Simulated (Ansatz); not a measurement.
**WSe₃: density, localisation and related maps**

Input file:

```
crystal:
  lattice:
    - [4.8870832644, 0.0, 0.0]
    - [0.0, 4.8870832644, 0.0]
    - [0.0, 0.0, 4.8870832644]
  atoms:
    - { symbol: W, position: [0.0, 0.0, 0.0] }
    - { symbol: Se, position: [0.0, 0.0, 0.5] }
    - { symbol: Se, position: [0.0, 0.5, 0.0] }
    - { symbol: Se, position: [0.5, 0.0, 0.0] }
basis:
  ecutwfc: 420
kpoints:
  mp_grid: { grid: [10, 10, 10] }
hamiltonian:
  xc: pbesol
scf:
  occupations: { method: gaussian, width: 0.1 }
output:
  forces: true
  stress: true
  eigenvalues: true
  write_density: true
  write_potential: true
  elf: true
  volumetric_format: npy
relax:
  adjacent_minimum: "off"
  f_tol: 0.005
  max_steps: 80
  cell: { stress_tol: 0.05 }
```

Run with:

```sh
ansatz run input.yaml --threads 2 --pin off --max-ram 6144MiB --backend cpu --events-out ev --progress --plain --runs-dir out
```

Below, planes, directions and counts refer to the conventional cell (a = 4.89 Å, b = 4.89 Å, c = 4.89 Å, α = 90.00°, β = 90.00°, γ = 90.00°).

Space group Pm-3m.

All numbers below come from DFT PBEsol, scalar-relativistic, plane waves, PAW (Ansatz 0.2.0).

In a PAW calculation such maps are meaningful between the atoms, not at the nuclei.

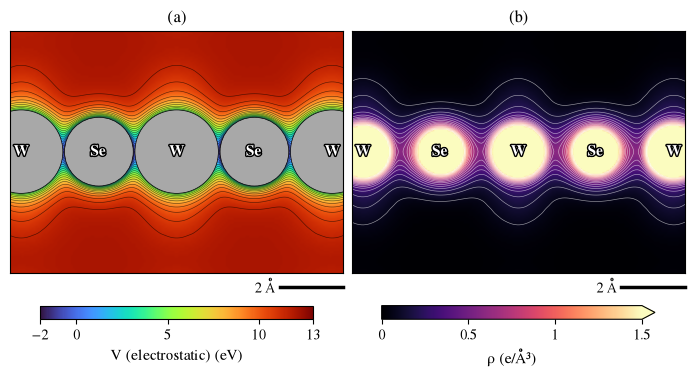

Figure 1. (a) electrostatic potential (local pseudopotential plus Hartree) felt by an electron; (b) valence electron density on the (011) plane of the conventional cell. Grey discs cover the atomic cores in the potential map.

Question: Describe what can be read from this map.

Answer: The section cuts through W and Se sites. W–Se (2.44 Å): ρ is about 0.59 e/Å³ halfway. The density dies away to nearly zero in the voids. Outside the cores the potential energy rises away from the atoms and is highest about 3.3 Å from the nearest atoms; its zero is arbitrary.

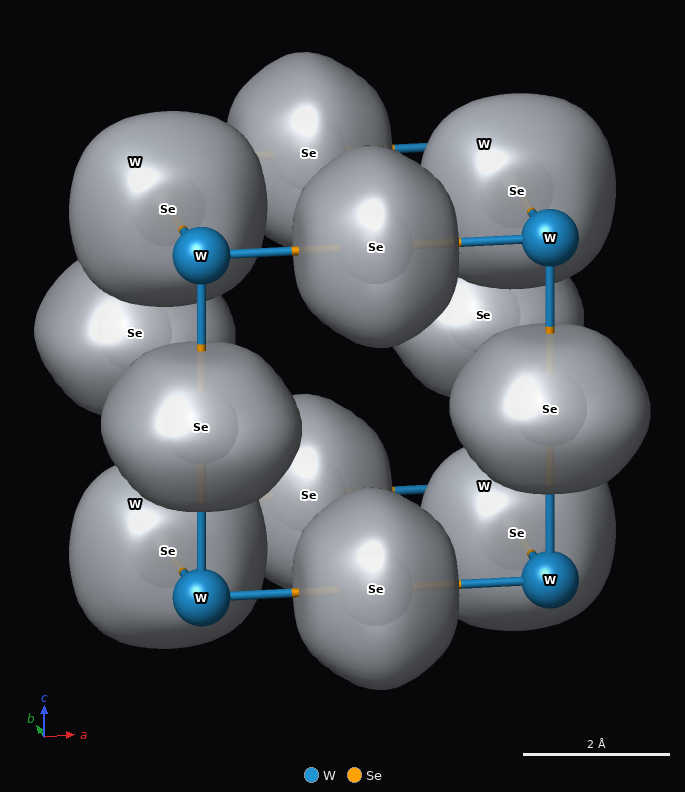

Figure 2. Isosurface of the electron localisation function at 0.6 (grey), seen slightly off an axis. Core shells and regions of very low density are left out. Sticks mark near contacts.

Question: Identify the bonds, lone pairs and shells in this picture.

Answer: The surface consists of three regions wrapped around Se (the valence shell of each), counted in one cell of 4 atoms. Regions shared between cells count once.


W–Se (2.44 Å): the ELF is about 0.40 at the midpoint.

Question: Metal or insulator at this level of theory?

Answer: It is metallic or semimetallic at this level of theory: no gap opens; semilocal functionals without U, or without the true magnetic order, often close the gap of such compounds.
